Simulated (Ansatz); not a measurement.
## HfN: geometry relaxation (part 2 of 2)

Continued. System: HfN (Fm-3m, 2 atoms in the cell). Method: DFT r2SCAN, scalar-relativistic, plane waves, PAW, no spin polarisation (Ansatz 0.2.0); cutoff 500 eV, 16×16×16 k-mesh, Gaussian smearing of 0.1 eV. The structure derives from an entry of the Crystallography Open Database.

Geometry of the input (Å; fractional positions):
```
0.0000  2.2590  2.2590
2.2590  0.0000  2.2590
2.2590  2.2590  0.0000
Hf 0.0000  0.0000  0.0000
N  0.5000  0.5000  0.5000
```

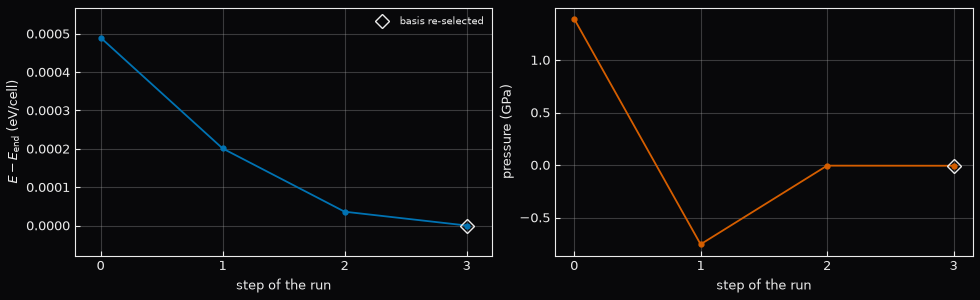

Fig. 1: Progress of the relaxation, step by step (the first geometry is step 0 here and step 1 in the log). Over 2 geometry steps the energy falls by 0.5 meV per cell of the calculation. All forces vanish by symmetry, so only the cell relaxes. The pressure goes from 1.39 to −0.01 GPa. The atoms keep their places relative to the cell (all moves are under 0.005 Å). A last SCF at the same geometry on a re-selected plane-wave basis shifts the energy by next to nothing (0.0 meV per cell of the calculation).

```
basis re-selected at this cell: Δ(F+E_penalty+E_count) = -3.508e-5 eV, ΔP = -0.001 GPa vs the last step (what re-selecting the basis moved, of the pressure what is left beyond the Pulay correction that the steps carried, after the strain that the cell walked since its last selection, with what the two solves' SCF thresholds leave and, on support functions, any second-order correction that the steps lacked; it is no measure of the basis error at this ecutwfc). This SCF's stress stands 6.82e-3 GPa from its target on what of the cell is left free (relax.cell.stress_tol is 5.00e-2 GPa) and its largest allowed force component is 5.78e-30 eV/Å (relax.f_tol is 5.00e-3 eV/Å): within both
SCF converged after 6 iterations
Free energy (F): -16121.636063 eV
Harris-Foulkes:  -16121.636063 eV  (|F-HF|=5.46e-12)
Internal energy: -16121.633136 eV  (E = F + TS)
E sigma→0 (E₀):  -16121.634599 eV
Entropy (-TS):   -0.002926 eV (-1.463 meV/atom)
Fermi energy:    23.924924 eV
--- Per-component energies (eV) ---
  E_band       = 159.258171
  E_kinetic    = 557.974352
  E_local      = -4736.887362  (includes V_loc(G=0)·N_el)
  E_nonlocal   = -1203.305956
  E_hartree    = 2250.043348
  E_xc         = -344.759715
  E_vxc        = -380.120885  (∫ρ·V_xc dr)
  E_paw        = -7080.821236  (= ΣΔE_a)
  E_vpaw       = 1402.310861  (= ΣTr[D̂ρ^β])
  E_aug_tail   = 0.000016  (compensation charges beyond the density's cutoff)
  E_vtau       = 19.200612  (kinetic-family band-sum trace: ∫τ·v_τ [+ j·A + Jᵃ·Aᵃ] dr)
  E_ewald      = -5564.168540
  E_core_change = 0.291957  (= ΣΔE_core)
  E_smearing   = -0.002926  (= −TS)
  E_closure    = -0.000000  (closes the sum)
  Σ components = -16121.636063   (vs F -16121.636063, Δ=0.00e0)
--- Forces (eV/Å), atoms counted from 1 ---
  atom   1  Hf    -0.00000000     0.00000000     0.00000000
  atom   2  N      0.00000000    -0.00000000    -0.00000000
  max |Σ_I F_I| component: 1.05e-29 eV/Å
--- Stress (GPa, compression-positive) ---
       -0.006820      -0.000000      -0.000000
       -0.000000      -0.006820      -0.000000
       -0.000000      -0.000000      -0.006820
  P = ⅓ Tr σ = -0.0068 GPa (-0.068 kbar)
--- Band table (eV; the first three rows and the last of 145) ---
  k-point 0: bands = ["-40.8384", "-8.5811", "-8.5811", "-8.5811", "5.2396", "10.7479", "10.7479", "10.7479", "10.7852", "10.8858", "10.8858", "10.8858", "20.5956", "20.5956", "20.5956", "23.5641", "23.5641", "23.5641", "25.8998", "25.9307"]
  k-point 1: bands = ["-40.8360", "-8.6213", "-8.5842", "-8.5842", "5.3272", "10.7490", "10.7514", "10.7514", "10.7872", "10.8830", "10.8830", "10.8859", "20.1951", "20.3580", "20.3580", "23.6781", "23.7009", "23.7009", "26.1934", "26.2377"]
  k-point 2: bands = ["-40.8293", "-8.7339", "-8.5931", "-8.5931", "5.5780", "10.7532", "10.7616", "10.7616", "10.7930", "10.8752", "10.8752", "10.8862", "19.2808", "19.7991", "19.7991", "23.8857", "24.0631", "24.0631", "26.9479", "27.0419"]
  k-point 144: bands = ["-40.7558", "-9.1263", "-9.1263", "-8.9252", "6.8446", "10.8032", "10.8160", "10.8160", "10.8402", "10.8402", "10.8623", "10.9007", "17.3686", "18.0041", "18.0041", "25.0585", "25.0585", "29.4364", "29.5027", "30.2899"]
--- Relaxed structure (3 steps of the walk, 3 accepted, 1 SCFs on fresh bases) ---
  F+E_penalty+E_count = -16121.63606255 eV   max|allowed force component| = 5.785e-30 eV/Å   (the final SCF, on the basis selected at the relaxed cell)
  cell:  # Å, volume = 23.1692 Å³
    - [-1.4012273090462875e-33, 2.2626988830892554, 2.2626988830892554]
    - [2.2626988830892554, -1.2228892878949414e-33, 2.2626988830892554]
    - [2.2626988830892554, 2.2626988830892554, -6.114446439474708e-34]
  atoms:
    - { symbol: Hf, position: [-2.358967562485046e-37, 2.775255955867385e-37, 4.995460720585095e-37] }
    - { symbol: N, position: [0.5, 0.5, 0.5] }
```

Trajectory as extended XYZ (Å, eV, eV/Å), 4 frames, from step=1 to step=4
```
2
Lattice="0.0000 2.2590 2.2590 2.2590 0.0000 2.2590 2.2590 2.2590 0.0000" Properties=species:S:1:pos:R:3:forces:R:3 step=1 energy=-16121.63557 pressure_GPa=1.39
Hf    0.0000    0.0000    0.0000    0.0000   0.0000   0.0000
N     2.2590    2.2590    2.2590    0.0000   0.0000   0.0000
2
Lattice="0.0000 2.2647 2.2647 2.2647 0.0000 2.2647 2.2647 2.2647 0.0000" Properties=species:S:1:pos:R:3:forces:R:3 step=2 energy=-16121.63586 pressure_GPa=-0.75
Hf    0.0000    0.0000    0.0000    0.0000   0.0000   0.0000
N     2.2647    2.2647    2.2647    0.0000   0.0000   0.0000
2
Lattice="0.0000 2.2627 2.2627 2.2627 0.0000 2.2627 2.2627 2.2627 0.0000" Properties=species:S:1:pos:R:3:forces:R:3 step=3 energy=-16121.63603 pressure_GPa=-0.01
Hf    0.0000    0.0000    0.0000    0.0000   0.0000   0.0000
N     2.2627    2.2627    2.2627    0.0000   0.0000   0.0000
2
Lattice="0.0000 2.2627 2.2627 2.2627 0.0000 2.2627 2.2627 2.2627 0.0000" Properties=species:S:1:pos:R:3:forces:R:3 step=4 energy=-16121.63606 pressure_GPa=-0.01
Hf    0.0000    0.0000    0.0000    0.0000   0.0000   0.0000
N     2.2627    2.2627    2.2627    0.0000   0.0000   0.0000
```

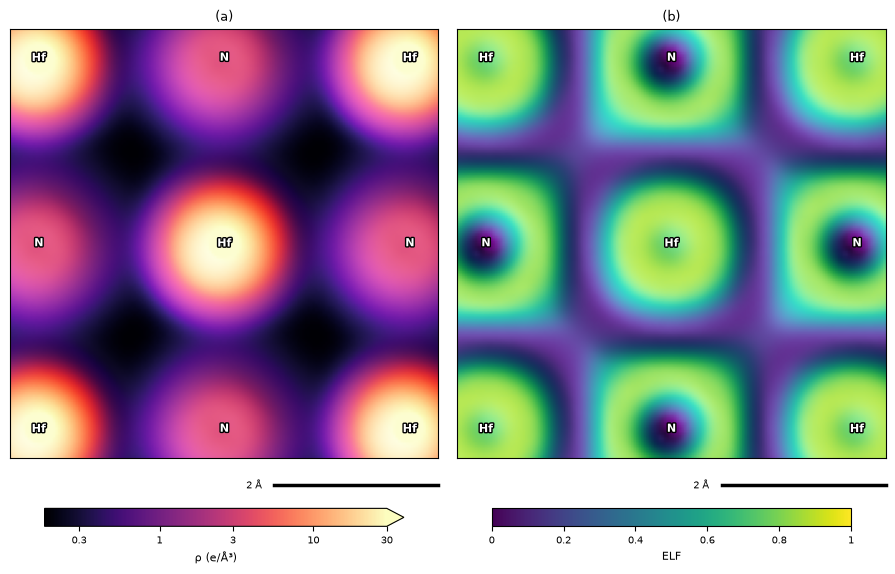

Fig. 2: (a) valence pseudo-density; (b) electron localisation function on the (100) plane of the conventional cell. Atoms in the plane: Hf and N. Hf–N (2.26 Å): the density is about 0.5 e/Å³ at the midpoint; the ELF is about 0.15 at the midpoint (a polar contact without a shared pair, in a metal). Hf–Hf (3.20 Å): ρ is about 0.18 e/Å³ halfway; the ELF is about 0.15 at the midpoint; no shared electron pair. Away from the nuclei the density in this plane falls to 0.18 e/Å³ at its lowest. The strong features right at Hf lie inside the PAW spheres (semicore, d or f shells) and say nothing about bonding. In a PAW calculation such maps are meaningful between the atoms, not at the nuclei.

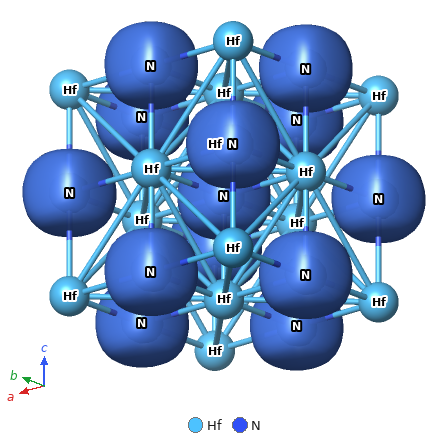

Fig. 3: Isosurface of the electron localisation function at 0.65 (blue), seen at an oblique angle. Core shells and regions of very low density are left out. Sticks mark near contacts. The outline is the cell set on symmetry axes. Profiles from the grid: Hf–N (2.26 Å): the ELF is about 0.15 at the midpoint; no shared pair; the contact is polar. Hf–Hf (3.20 Å): the ELF is about 0.15 at the midpoint; no localised pair between them.

Summary

| quantity | value |
| --- | --- |
| outcome | converged |
| space group (tolerance 0.01 Å) | Fm-3m (225) |
| electrons treated | 31 |
| free energy | −16121.6361 eV |
| Fermi energy | 23.925 eV |
| gap on the k-point mesh | none (metallic) |
| pressure | −0.01 GPa |
| final volume | 23.17 Å³ |
| largest force (length of the vector) at the end | under 0.001 eV/Å |
| final cell | a = 3.200 Å, b = 3.200 Å, c = 3.200 Å, α = 60.00°, β = 60.00°, γ = 60.00° |
| wall time | 9.4 s (CPU time 35 s) |
| peak memory | 0.44 GiB |

Notes

Spin–orbit coupling is left out, which matters for Hf. The cell holds an odd number of electrons but the run has no spin polarisation, so a band is left half filled.
